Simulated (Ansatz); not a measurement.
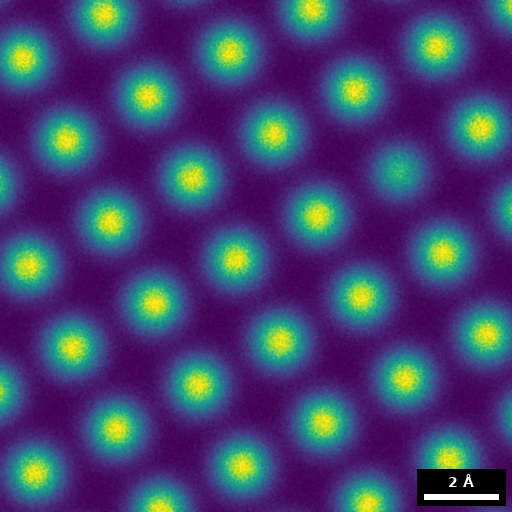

Z-contrast image of Bi (Fd-3m, No. 227) along [001]. The image is simulated as a sum over atoms of Z^1.7, blurred by a 1.14 Å probe (no channelling). Shot noise was added.

The sample is 3 repeats (21.5 Å) thick. One point defect was put into the perfect crystal, without relaxing the atoms around it. Brightness is counted from the darkest point of the image. Host structure: the geometry relaxed with DFT PBEsol, scalar-relativistic, plane waves, PAW (Ansatz); the starting structure was generated, so it need not be a known form of this composition.

> Where is the defect (in Å from the left and the top edge), and what does its contrast suggest?

At about 11 Å from the left and 5 Å from the top. The column is dimmer, which points to a vacancy or a lighter atom. The column holds 3 atoms (Bi) through the sample, and one Bi atom is missing, so its peak drops to about 65 % of that of its equals.
